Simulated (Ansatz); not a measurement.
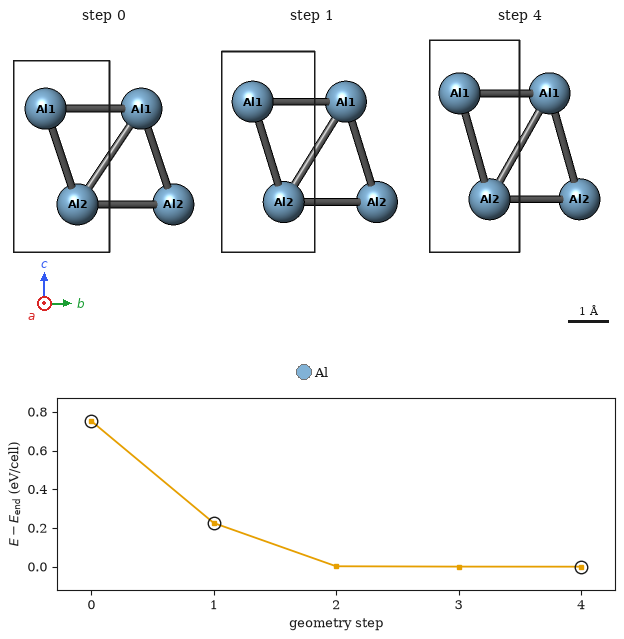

Frames of a relaxation of a crystal of Al (set up in P6_3/mmc) (coarse preliminary run), marked on the history of the run. Style: ball-and-stick. Shown: the cell of the calculation, repeated 1 × 2 × 1 with one cell outlined, along the a axis.

Case: as before, with the keys of group occ set back to the reference's.

Theory: DFT PBE, scalar-relativistic, plane waves, PAW in Ansatz 0.2.0.

Input
```yaml
crystal:
  lattice:
    - [2.8124553515, 0.0, 0.0]
    - [-1.4062276757, 2.4356577814, 0.0]
    - [0.0, 0.0, 4.86685]
  atoms:
    - { symbol: Al, position: [0.6666666667, 0.3333333333, 0.75] }
    - { symbol: Al, position: [0.3333333333, 0.6666666667, 0.25] }
basis:
  ecutwfc: 420
kpoints:
  mp_grid: { grid: [3, 3, 1] }
hamiltonian:
  xc: pbe
  dispersion: none
scf:
  occupations: { method: gaussian, width: 0.1 }
  max_iter: 82
output:
  forces: true
  stress: true
  eigenvalues: true
relax:
  adjacent_minimum: "off"
  f_tol: 0.006
  max_steps: 5
  cell: {}
```

Command:
```bash
ansatz run input.yaml --threads 1 --pin off --max-ram 1331MiB --backend cpu --events-out ev --progress --plain --runs-dir out
```

What happens along the run?

The relaxation stopped without meeting its thresholds, so the last structure isn't shown to be converged. It used up its limit of 5 steps. The energy falls by 0.752 eV per cell of the calculation in 4 geometry steps. All forces vanish by symmetry, so only the cell relaxes. Pressure: −2.99 GPa at the start and −0.08 GPa at the end. The atoms keep their places relative to the cell (all moves are under 0.005 Å). The drawn cell changes as follows: a = b 2.812 → 2.638 Å (−6.2 %), c 4.867 → 5.387 Å (+10.7 %); the volume changes by −2.6 %. Among the contacts that change: Al1–Al1 2.812 → 2.638 Å, Al1–Al2 2.925 → 3.094 Å. The space group stays P6_3/mmc (No. 194). The run took about 2.8 core-seconds on a shared host. From step 0 to 1: volume −0.9 %, energy −0.527 eV per cell of the calculation. From step 1 to 4: volume −1.8 %, energy −0.226 eV per cell of the calculation.

Limits of the set-up: the k-point mesh is coarse for a cell with partly filled bands.
